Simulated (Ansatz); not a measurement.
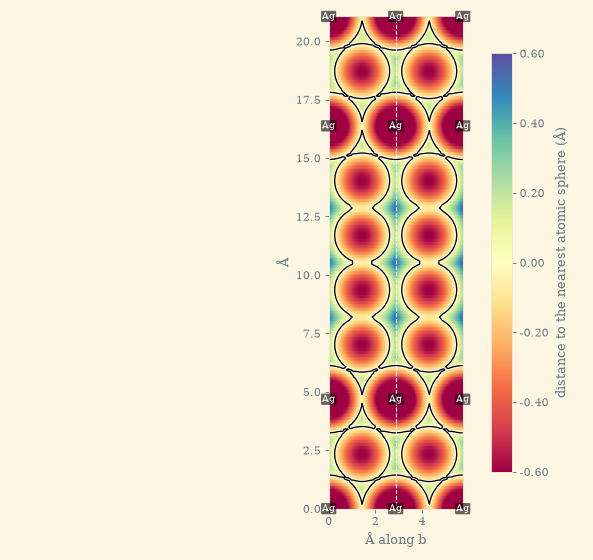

Map of the distance to the nearest atomic sphere in Ag (R-3m, No. 166), computed on the section x = 0.000 (parallel to b and c; the dashed line is one cell). The black line marks the spheres' surfaces; positive values are empty space; unlabelled circles belong to atoms above or below the section.

Hard-sphere model; metallic radii: Ag 1.44 Å.

The cell is taken from coordinates from a relaxation with Ansatz, DFT PBEsol, scalar-relativistic, plane waves, PAW.

```
CELL_PARAMETERS angstrom
2.86874 0.00000 0.00000
-1.43437 2.48440 0.00000
0.00000 0.00000 21.05902
ATOMIC_POSITIONS crystal
Ag 0.00000 0.00000 0.00000
Ag 0.00000 0.00000 0.77769
Ag 0.33333 0.66667 0.88898
Ag 0.66667 0.33333 0.33333
Ag 0.66667 0.33333 0.11102
Ag 0.00000 0.00000 0.22231
Ag 0.33333 0.66667 0.66667
Ag 0.33333 0.66667 0.44435
Ag 0.66667 0.33333 0.55565
```

Where is the largest hole in this section, and how large is it?

Answer. At 0.000, 0.000, 0.500 (fractional), where the distance reaches 0.59 Å; it is enclosed by 6 Ag in an octahedral arrangement. It is the largest hole of the crystal.

How much of the crystal lies outside the spheres?

Answer. About 25 % of the cell's volume, and 24 % of this section's area.

What can pass through?

Answer. The largest sphere that fits anywhere has a diameter of 1.18 Å; the largest that can travel through the crystal, about 0.4 Å.
